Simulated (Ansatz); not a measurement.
**A series of single points on PtSe**

System: PtSe (2 atoms in the cell).
Method: Kohn-Sham DFT of a periodic cell, PBE, Ansatz PAW, no spin polarisation (Ansatz 0.2.0).

The 5 runs differ only in the geometry, by an even scaling of the cell at fixed fractional positions. The structure was built on a prototype by a generator; it need not be a known phase.

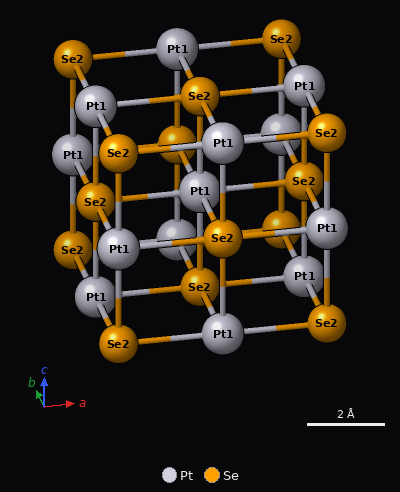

Figure 1. The structure of run 3 (ball-and-stick view of the cell 4 times as large as that of the calculation, set on its symmetry axes, seen at an oblique angle; atoms are numbered from 1 in the order of the input).

**Input of run 3**
```yaml
crystal:
  lattice:
    - [0.0, 2.79841113, 2.79841113]
    - [2.79841113, 0.0, 2.79841113]
    - [2.79841113, 2.79841113, 0.0]
  atoms:
    - { symbol: Pt, position: [0.5, 0.5, 0.5] }
    - { symbol: Se, position: [0.0, 0.0, 0.0] }
hamiltonian:
  xc: pbe
  pseudopotentials: { kind: paw }
kpoints:
  mp_grid: { grid: [8, 8, 8] }
scf:
  occupations: { method: fermi_dirac, width: 0.05 }
output:
  forces: true
  stress: true
  eigenvalues: true
```

Command:
```bash
ansatz run input.yaml --threads 2 --pin off --max-ram 5632MiB --backend cpu --events-out ev --progress --plain --runs-dir out
```

Run 2 differs from it as follows:
```diff
-    - [0.0, 2.79841113, 2.79841113]
-    - [2.79841113, 0.0, 2.79841113]
-    - [2.79841113, 2.79841113, 0.0]
+    - [0.0, 2.7796292813, 2.7796292813]
+    - [2.7796292813, 0.0, 2.7796292813]
+    - [2.7796292813, 2.7796292813, 0.0]
```

**Results, with one run withheld**

| run | volume per atom (Å³) | free energy per atom, from the lowest run given (meV) | pressure (GPa) |
| --- | --- | --- | --- |
| 1 | 21.038 | 0.00 | −12.25 |
| 2 | 21.476 | ? | ? |
| 3 | 21.915 | 73.45 | −14.48 |
| 4 | 22.353 | 114.28 | −15.35 |
| 5 | 23.230 | 202.13 | −16.69 |

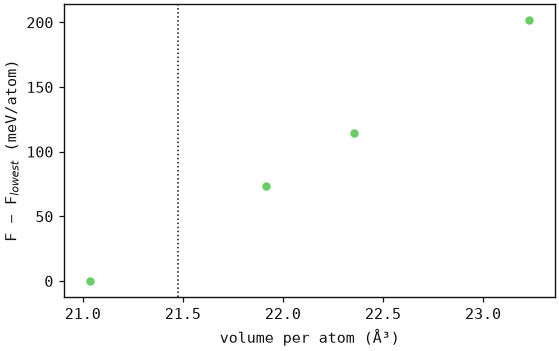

Figure 2. Free energy per atom of the runs given; the dotted line marks run 2.

What should run 2 give?

A quadratic polynomial in V^(−2/3) (the Birch–Murnaghan form), fitted to the 4 runs given, misses them by at most 0.07 meV per atom. With x = V^(−2/3) − 0.12694 Å⁻², it reads F = 91.403 − 24206 x + 6.6431e+05 x² (meV per atom). At run 2 it gives 35.27 meV per atom, and the run itself gives 35.20. The slope of the fit gives a pressure −dF/dV of −13.45 GPa there, and the run prints −13.45 GPa. The fit has no minimum inside this range.

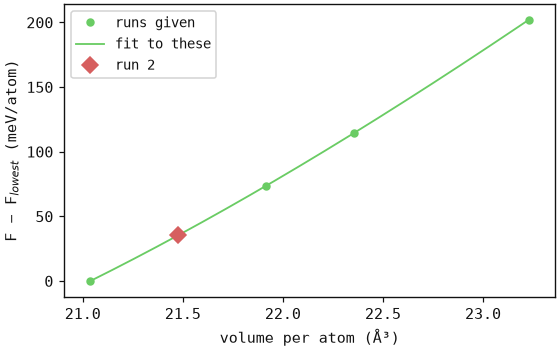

Figure 3. The fit and the withheld run.

**Output, shortened to warnings, some set-up lines, iterations and results (run 2)**
```
Basis set: ecut = 420 eV, 869 PW (Γ), exchange–correlation on 54×54×54 points (8 copies of the dense FFT grid, shifted against one another)
Symmetry: 48 space group operations
k-points: 29 of 512
Initial density: superposition of atomic densities (neutral atoms: chi_scale 0, normalization atom), corrected by the library's trained network
[...]
SCF iter   1: F=—  HF=-17991.845176 eV  |F-HF|=—  |Δ(HF+E_count)|=         —  Δρ=5.06e-3  dr2=1.07e-2  ethr=1.77e-3  ⟨swp⟩=5.6  Hψ=2597  notcnv=0
SCF iter   2: F=—  HF=-17991.844712 eV  |F-HF|=—  |Δ(HF+E_count)|=   4.64e-4  Δρ=1.29e-3  dr2=5.13e-4  ethr=3.15e-5  ⟨swp⟩=2.0  Hψ=1105  notcnv=0
SCF iter   3: F=—  HF=-17991.844661 eV  |F-HF|=—  |Δ(HF+E_count)|=   5.13e-5  Δρ=5.71e-4  dr2=1.37e-4  ethr=1.51e-6  ⟨swp⟩=2.0  Hψ=1105  notcnv=0
SCF iter   4: F=—  HF=-17991.844609 eV  |F-HF|=—  |Δ(HF+E_count)|=   5.14e-5  Δρ=2.17e-4  dr2=2.07e-5  ethr=4.02e-7  ⟨swp⟩=2.0  Hψ=974  notcnv=0
SCF iter   5: F=—  HF=-17991.844594 eV  |F-HF|=—  |Δ(HF+E_count)|=   1.55e-5  Δρ=3.25e-5  dr2=4.49e-7  ethr=6.10e-8  ⟨swp⟩=2.2  Hψ=841  notcnv=0
SCF iter   6: F=-17991.844594 eV  HF=-17991.844594 eV  |F-HF|=4.64e-9  |Δ(HF+E_count)|=   1.58e-7  Δρ=3.06e-6  dr2=3.76e-9  ethr=2.94e-10  ⟨swp⟩=5.1  Hψ=2660  notcnv=0
SCF 1 converged in 6 iterations: F = -17991.844594 eV  dr2 = 3.76e-9
SCF converged after 6 iterations
Free energy (F): -17991.844594 eV
Harris-Foulkes:  -17991.844594 eV  (|F-HF|=4.64e-9)
Internal energy: -17991.834878 eV  (E = F + TS)
E sigma→0 (E₀):  -17991.839736 eV
Entropy (-TS):   -0.009716 eV (-4.858 meV/atom)
Fermi energy:    12.432605 eV
--- Per-component energies (eV) ---
  E_band       = -632.210524
  E_kinetic    = 750.944567
  E_local      = -4206.679738  (includes V_loc(G=0)·N_el)
  E_nonlocal   = -391.611883
  E_hartree    = 1842.799398
  E_xc         = -362.523583
  E_vxc        = -396.384368  (∫ρ·V_xc dr)
  E_paw        = -11367.875119  (= ΣΔE_a)
  E_vpaw       = -74.081960  (= ΣTr[D̂ρ^β])
  E_aug_tail   = -0.000422  (compensation charges beyond the density's cutoff)
  E_ewald      = -4256.888097
  E_smearing   = -0.009716  (= −TS)
  E_closure    = 0.000000  (closes the sum)
  Σ components = -17991.844594   (vs F -17991.844594, Δ=0.00e0)
--- Forces (eV/Å), atoms counted from 1 ---
  atom   1  Pt     0.00000000    -0.00000000    -0.00000000
  atom   2  Se    -0.00000000     0.00000000     0.00000000
  max |Σ_I F_I| component: 1.32e-28 eV/Å
--- Stress (GPa, compression-positive) ---
      -13.454744       0.000000       0.000000
       -0.000000     -13.454744      -0.000000
       -0.000000       0.000000     -13.454744
  P = ⅓ Tr σ = -13.4547 GPa (-134.547 kbar)
```

Notes: Spin–orbit coupling is left out, which matters for Pt.
